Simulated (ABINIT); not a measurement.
# Geometry relaxation of TiC (part 1 of 2)

The run: geometry relaxation of TiC (2 atoms in the cell). Method and program: Kohn-Sham DFT of a periodic cell, LDA, PseudoDojo NC SR LDA v0.4.1 standard, no spin polarisation (ABINIT 10.8.3).

The structure derives from a Materials Project entry.

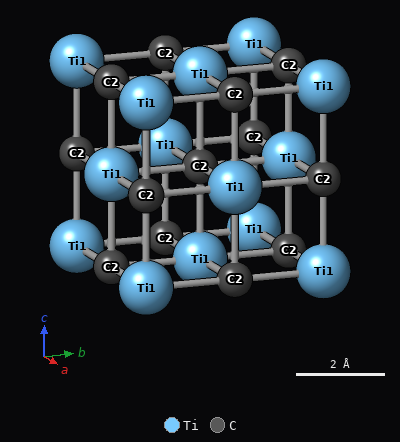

*The input geometry (ball-and-stick view of the cell 4 times as large as that of the calculation, set on its symmetry axes, seen slightly off an axis; atoms are numbered from 1 in the order of the input). An atom can appear more than once, as a periodic image.*

Input file:
```
# Pseudopotentials
pp_dirpath "./"
pseudos "Ti.upf, C.upf"

# Structure
acell 3*1.0 Angstrom
rprim
     0.0000000000     2.1657188437     2.1657188437
     2.1657188437     0.0000000000     2.1657188437
     2.1657188437     2.1657188437     0.0000000000
ntypat 2
znucl 22 6
natom 2
typat 1 2
chkprim 0
chksymtnons 0
tolsym 1.0e-6
xred
            0.0            0.0            0.0
            1/2            1/2            1/2

# Plane-wave basis
ecut 42.0
ecutsm 0.5

# k points
kptopt 1
ngkpt 8 8 8
nshiftk 1
shiftk 0.0 0.0 0.0

# Exchange and correlation
ixc 7

# Bands and occupations
nband 12
occopt 3
tsmear 0.00183747

# SCF cycle
nstep 80
tolvrs 1.0e-12

# Output
iomode 3
prteig 0
prtebands 0
prtwf 0
prtden 0

# Relaxation
ionmov 2
optcell 2
ntime 50
tolmxf 2.0e-5
dilatmx 1.08
```

Run as:
```bash
mpirun --bind-to none -np 4 abinit run.abi > log 2>&1
```

Log:
```
.Version 10.8.3 of ABINIT
 Symmetries : space group Fm -3 m (#225); Bravais cF (face-center cubic)
================================================================================
 Values of the parameters that define the memory need of the present run
     intxc =       0    ionmov =       2      iscf =       7    lmnmax =       6
     lnmax =       6     mgfft =      40  mpssoang =       3    mqgrid =    3001
     natom =       2  nloc_mem =       1    nspden =       1   nspinor =       1
    nsppol =       1      nsym =      48    n1xccc =    2501    ntypat =       2
    occopt =       3   xclevel =       1
       mpw =        2269          nfft =       64000          nkpt =          29
================================================================================
================================================================================

--------------------------------------------------------------------------------
------------- Echo of variables that govern the present computation ------------
--------------------------------------------------------------------------------
 -outvars: echo values of preprocessed input variables --------
            acell      1.8897261259E+00  1.8897261259E+00  1.8897261259E+00 Bohr
              amu      4.78800000E+01  1.20110000E+01
          chkprim           0
      chksymtnons           0
          dilatmx      1.08000000E+00
             ecut      4.20000000E+01 Hartree
           ecutsm      5.00000000E-01 Hartree
           ionmov           2
              ixc           7
         kptrlatt        8    0    0      0    8    0      0    0    8
          kptrlen      4.63026585E+01
            natom           2
            nband          12
            ngfft          40      40      40
             nkpt          29
            nstep          80
             nsym          48
            ntime          50
           ntypat           2
           occopt           3
          optcell           2
           prtden           0
        prtebands           0
           prteig           0
            prtwf           0
            rprim      0.0000000000E+00  2.1657188437E+00  2.1657188437E+00
                       2.1657188437E+00  0.0000000000E+00  2.1657188437E+00
                       2.1657188437E+00  2.1657188437E+00  0.0000000000E+00
          spgroup         225
           tolmxf      2.00000000E-05
           tolsym      1.00000000E-06
           tolvrs      1.00000000E-12
           tsmear      1.83747000E-03 Hartree
            typat      1  2
           xangst      0.0000000000E+00  0.0000000000E+00  0.0000000000E+00
                       2.1657188437E+00  2.1657188437E+00  2.1657188437E+00
            xcart      0.0000000000E+00  0.0000000000E+00  0.0000000000E+00
                       4.0926154803E+00  4.0926154803E+00  4.0926154803E+00
             xred      0.0000000000E+00  0.0000000000E+00  0.0000000000E+00
                       5.0000000000E-01  5.0000000000E-01  5.0000000000E-01
            znucl       22.00000    6.00000

================================================================================

 chkinp: Checking input parameters for consistency.

================================================================================
== DATASET  1 ==================================================================

--- !DatasetInfo
iteration_state: {dtset: 1, }
dimensions: {natom: 2, nkpt: 29, mband: 12, nsppol: 1, nspinor: 1, nspden: 1, mpw: 2269, }
cutoff_energies: {ecut:  42.0, pawecutdg:  -1.0, }
electrons: {nelect:   1.60000000E+01, charge:   0.00000000E+00, occopt:   3.00000000E+00, tsmear:   1.83747000E-03, }
meta: {optdriver: 0, ionmov: 2, optcell: 2, iscf: 7, paral_kgb: 0, }
...

 Exchange-correlation functional for the present dataset will be:
  LDA: Perdew-Wang 92 LSD fit to Ceperley-Alder data - ixc=7
  J.P.Perdew and Y.Wang, PRB 45, 13244 (1992)

 Real(R)+Recip(G) space primitive vectors, cartesian coordinates (Bohr,Bohr^-1):
 R(1)=  0.0000000  4.0926155  4.0926155  G(1)= -0.1221713  0.1221713  0.1221713
 R(2)=  4.0926155  0.0000000  4.0926155  G(2)=  0.1221713 -0.1221713  0.1221713
 R(3)=  4.0926155  4.0926155  0.0000000  G(3)=  0.1221713  0.1221713 -0.1221713
 Unit cell volume ucvol=  1.3709854E+02 bohr^3
 Angles (23,13,12)=  6.00000000E+01  6.00000000E+01  6.00000000E+01 degrees

 getcut: wavevector=  0.0000  0.0000  0.0000  ngfft=  40  40  40
         ecut(hartree)=     48.989   => boxcut(ratio)=   2.19346

--- Pseudopotential description ------------------------------------------------
- pspini: atom type   1  psp file is ./Ti.upf
  22.00000  12.00000  180309                  znucl, zion, pspdat
12 -1012 2 -1 1568                            pspcod,pspxc,lmax,lloc,mmax
     nproj     2     2     2

- pspini: atom type   2  psp file is ./C.upf
   6.00000   4.00000  180309                  znucl, zion, pspdat
12 -1012 1 -1 1234                            pspcod,pspxc,lmax,lloc,mmax
     nproj     2     2     0

   3.07114594E+02                                ecore*ucvol(ha*bohr**3)
--------------------------------------------------------------------------------

================================================================================

=== [ionmov= 2] Broyden-Fletcher-Goldfarb-Shanno method (forces)
================================================================================

--- Iteration: ( 1/50) Internal Cycle: (1/1)
--------------------------------------------------------------------------------

---SELF-CONSISTENT-FIELD CONVERGENCE--------------------------------------------

--- !BeginCycle
iteration_state: {dtset: 1, itime: 1, icycle: 1, }
solver: {iscf: 7, nstep: 80, nline: 4, wfoptalg: 0, }
tolerances: {tolvrs: 1.00E-12, }
...

     iter   Etot(hartree)      deltaE(h)  residm     vres2
 ETOT  1  -65.094780710076    -6.509E+01 2.062E-01 2.273E+03
 ETOT  2  -63.977205907354     1.118E+00 1.026E-01 1.045E+04
 ETOT  3  -65.442531642150    -1.465E+00 1.131E-01 2.562E+01
 ETOT  4  -65.445784503998    -3.253E-03 6.487E-02 8.753E+00
 ETOT  5  -65.446724542569    -9.400E-04 2.572E-03 1.941E+00
 ETOT  6  -65.446981319062    -2.568E-04 2.945E-03 2.069E-03
 ETOT  7  -65.446982619682    -1.301E-06 9.046E-04 8.451E-04
 ETOT  8  -65.446982757284    -1.376E-07 8.038E-04 1.965E-04
 ETOT  9  -65.446982784674    -2.739E-08 7.003E-04 3.733E-06
 ETOT 10  -65.446982785468    -7.934E-10 2.468E-04 1.158E-08
 ETOT 11  -65.446982785485    -1.786E-11 5.475E-04 7.718E-10
 ETOT 12  -65.446982785489    -3.439E-12 1.826E-04 4.193E-10
 ETOT 13  -65.446982785490    -1.222E-12 4.083E-04 1.703E-12
 ETOT 14  -65.446982785487     3.311E-12 1.774E-04 4.797E-13

 At SCF step   14       vres2   =  4.80E-13 < tolvrs=  1.00E-12 =>converged.

 Cartesian components of stress tensor (hartree/bohr^3)
  sigma(1 1)=  4.16365660E-04  sigma(3 2)=  0.00000000E+00
  sigma(2 2)=  4.16365660E-04  sigma(3 1)=  0.00000000E+00
  sigma(3 3)=  4.16365660E-04  sigma(2 1)=  0.00000000E+00

--- !ResultsGS
iteration_state: {dtset: 1, itime: 1, icycle: 1, }
comment   : Summary of ground state results
lattice_vectors:
- [  0.0000000,   4.0926155,   4.0926155, ]
- [  4.0926155,   0.0000000,   4.0926155, ]
- [  4.0926155,   4.0926155,   0.0000000, ]
lattice_lengths: [   5.78783,    5.78783,    5.78783, ]
lattice_angles: [ 60.000,  60.000,  60.000, ] # degrees, (23, 13, 12)
lattice_volume:   1.3709854E+02
convergence: {deltae:  3.311E-12, res2:  4.797E-13, residm:  1.774E-04, diffor: null, }
etotal    :  -6.54469828E+01
entropy   :   0.00000000E+00
fermie    :   3.88183658E-01
cartesian_stress_tensor: # hartree/bohr^3
- [  4.16365660E-04,   0.00000000E+00,   0.00000000E+00, ]
- [  0.00000000E+00,   4.16365660E-04,   0.00000000E+00, ]
- [  0.00000000E+00,   0.00000000E+00,   4.16365660E-04, ]
pressure_GPa:  -1.2250E+01
xred      :
- [  0.0000E+00,   0.0000E+00,   0.0000E+00, Ti]
- [  5.0000E-01,   5.0000E-01,   5.0000E-01,  C]
cartesian_forces: # hartree/bohr
- [ -0.00000000E+00,  -0.00000000E+00,  -0.00000000E+00, ]
- [ -0.00000000E+00,  -0.00000000E+00,  -0.00000000E+00, ]
force_length_stats: {min:   0.00000000E+00, max:   0.00000000E+00, mean:   0.00000000E+00, }
...

 Integrated electronic density in atomic spheres:
 ------------------------------------------------
 Atom  Sphere_radius  Integrated_density
    1        2.00000          9.56065982
    2        2.00000          3.88687224

---OUTPUT-----------------------------------------------------------------------

 Cartesian coordinates (xcart) [bohr]
  0.00000000000000E+00  0.00000000000000E+00  0.00000000000000E+00
  4.09261548031068E+00  4.09261548031068E+00  4.09261548031068E+00
 Reduced coordinates (xred)
  0.00000000000000E+00  0.00000000000000E+00  0.00000000000000E+00
  5.00000000000000E-01  5.00000000000000E-01  5.00000000000000E-01
 Cartesian forces (fcart) [Ha/bohr]; max,rms= 0.00000E+00 0.00000E+00 (free atoms)
 -0.00000000000000E+00 -0.00000000000000E+00 -0.00000000000000E+00
 -0.00000000000000E+00 -0.00000000000000E+00 -0.00000000000000E+00
 Gradient of E wrt nuclear positions in reduced coordinates (gred)
  0.00000000000000E+00  0.00000000000000E+00  0.00000000000000E+00
  0.00000000000000E+00  0.00000000000000E+00  0.00000000000000E+00
 Scale of Primitive Cell (acell) [bohr]
  1.88972612590778E+00  1.88972612590778E+00  1.88972612590778E+00
 Real space primitive translations (rprimd) [bohr]
  0.00000000000000E+00  4.09261548031068E+00  4.09261548031068E+00
  4.09261548031068E+00  0.00000000000000E+00  4.09261548031068E+00
  4.09261548031068E+00  4.09261548031068E+00  0.00000000000000E+00
 Unitary Cell Volume (ucvol) [Bohr^3]=  1.37098538004587E+02
 Angles (23,13,12)= [degrees]
  6.00000000000000E+01  6.00000000000000E+01  6.00000000000000E+01
 Lengths [Bohr]
  5.78783231783345E+00  5.78783231783345E+00  5.78783231783345E+00
 Stress tensor in cartesian coordinates (strten) [Ha/bohr^3]
  4.16365659874053E-04  0.00000000000000E+00  0.00000000000000E+00
  0.00000000000000E+00  4.16365659874043E-04  0.00000000000000E+00
  0.00000000000000E+00  0.00000000000000E+00  4.16365659874050E-04
 Total energy (etotal) [Ha]= -6.54469827854868E+01

--- Iteration: ( 2/50) Internal Cycle: (1/1)
--------------------------------------------------------------------------------

---SELF-CONSISTENT-FIELD CONVERGENCE--------------------------------------------

--- !BeginCycle
iteration_state: {dtset: 1, itime: 2, icycle: 1, }
solver: {iscf: 7, nstep: 80, nline: 4, wfoptalg: 0, }
tolerances: {tolvrs: 1.00E-12, }
...

     iter   Etot(hartree)      deltaE(h)  residm     vres2
 ETOT  1  -65.390527207365    -6.539E+01 2.082E-03 4.279E+02
 ETOT  2  -65.251505925186     1.390E-01 2.275E+01 1.508E+03
 ETOT  3  -65.447561684246    -1.961E-01 2.131E-02 3.641E+00
 ETOT  4  -65.448237343493    -6.757E-04 6.771E-04 3.823E-01
 ETOT  5  -65.448299231766    -6.189E-05 4.617E-05 4.319E-02
 ETOT  6  -65.448305694207    -6.462E-06 5.425E-04 6.637E-05
 ETOT  7  -65.448305730044    -3.584E-08 2.604E-05 3.080E-06
 ETOT  8  -65.448305732037    -1.993E-09 6.047E-04 4.848E-07
 ETOT  9  -65.448305732223    -1.860E-10 1.740E-05 4.947E-08
 ETOT 10  -65.448305732238    -1.467E-11 4.749E-04 3.407E-12
 ETOT 11  -65.448305732240    -1.734E-12 1.196E-05 2.957E-11
 ETOT 12  -65.448305732239     8.953E-13 3.468E-04 3.426E-13

 At SCF step   12       vres2   =  3.43E-13 < tolvrs=  1.00E-12 =>converged.

 Cartesian components of stress tensor (hartree/bohr^3)
  sigma(1 1)=  9.46671311E-05  sigma(3 2)=  0.00000000E+00
  sigma(2 2)=  9.46671311E-05  sigma(3 1)=  0.00000000E+00
  sigma(3 3)=  9.46671311E-05  sigma(2 1)=  0.00000000E+00

--- !ResultsGS
iteration_state: {dtset: 1, itime: 2, icycle: 1, }
comment   : Summary of ground state results
lattice_vectors:
- [  0.0000000,   4.0414947,   4.0414947, ]
- [  4.0414947,   0.0000000,   4.0414947, ]
- [  4.0414947,   4.0414947,   0.0000000, ]
lattice_lengths: [   5.71554,    5.71554,    5.71554, ]
lattice_angles: [ 60.000,  60.000,  60.000, ] # degrees, (23, 13, 12)
lattice_volume:   1.3202496E+02
convergence: {deltae:  8.953E-13, res2:  3.426E-13, residm:  3.468E-04, diffor: null, }
etotal    :  -6.54483057E+01
entropy   :   0.00000000E+00
fermie    :   4.07023948E-01
cartesian_stress_tensor: # hartree/bohr^3
- [  9.46671311E-05,   0.00000000E+00,   0.00000000E+00, ]
- [  0.00000000E+00,   9.46671311E-05,   0.00000000E+00, ]
- [  0.00000000E+00,   0.00000000E+00,   9.46671311E-05, ]
pressure_GPa:  -2.7852E+00
xred      :
- [  0.0000E+00,   0.0000E+00,   0.0000E+00, Ti]
- [  5.0000E-01,   5.0000E-01,   5.0000E-01,  C]
cartesian_forces: # hartree/bohr
- [ -0.00000000E+00,  -0.00000000E+00,  -0.00000000E+00, ]
- [ -0.00000000E+00,  -0.00000000E+00,  -0.00000000E+00, ]
force_length_stats: {min:   0.00000000E+00, max:   0.00000000E+00, mean:   0.00000000E+00, }
...

 Integrated electronic density in atomic spheres:
 ------------------------------------------------
 Atom  Sphere_radius  Integrated_density
    1        2.00000          9.58921190
    2        2.00000          3.93142421

---OUTPUT-----------------------------------------------------------------------
```
